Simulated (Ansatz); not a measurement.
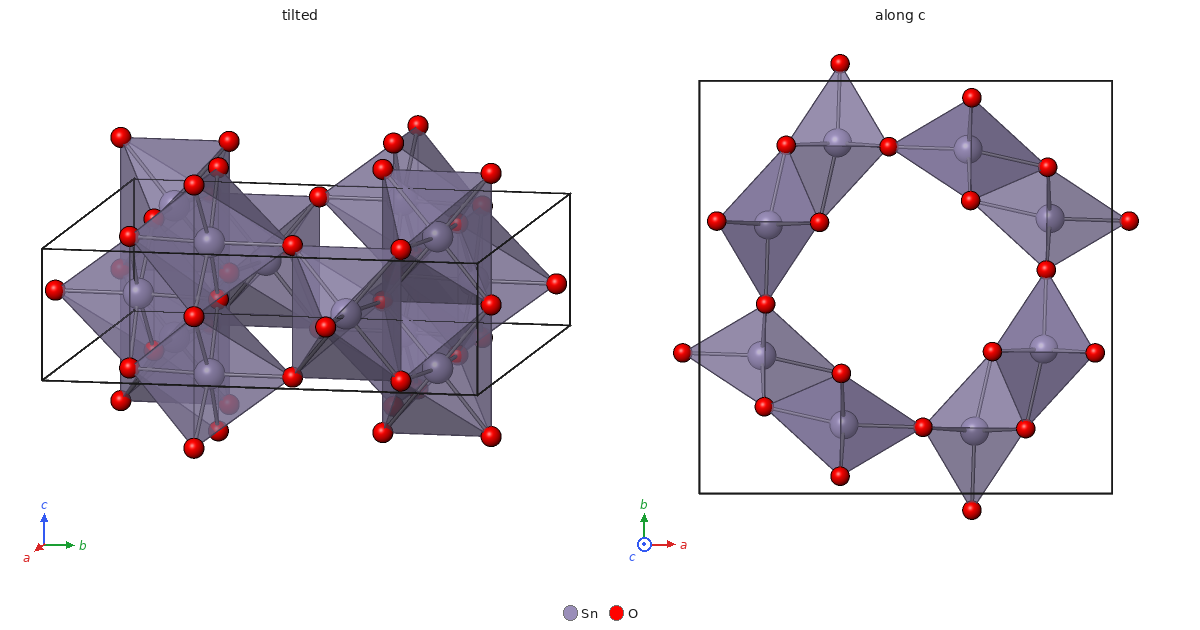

We look at a polyhedral model of the crystal slightly off an axis and along the c axis. One conventional unit cell is framed, with atoms on its boundary repeated. Some neighbours outside the box are added.

SnO₂, space group I4/m (No. 87), a = 10.66 Å, b = 10.66 Å, c = 3.19 Å, α = 90.00°, β = 90.00°, γ = 90.00°.

Method used: Ansatz 0.2.0, DFT, PBE, plane waves, PAW. It ran with plane-wave cutoff 420 eV, k-points about 0.26 Å⁻¹ apart, Fermi-Dirac smearing of 0.02 eV, no spin polarisation.

**Is the electronic structure metallic or gapped?**

A semiconductor at this level, with a gap of 2.04 eV, indirect; the smallest direct gap is 2.23 eV.

**State the hydrostatic pressure.**

The computed pressure is 6.1 GPa (compressed: it would expand). The stress isn't hydrostatic: its largest component is 7.0 GPa.

The structure was taken from a structure listed in the Materials Project. Earlier steps of the study, as a rule a relaxation of our own, may have changed the cell and positions, so they can lie some per cent off the listed ones. It went into a calculation with Ansatz.

At this level of theory the run's own cell isn't at rest (compressed, at 6 GPa), so its distances can differ from those at equilibrium, the more so the softer the solid.
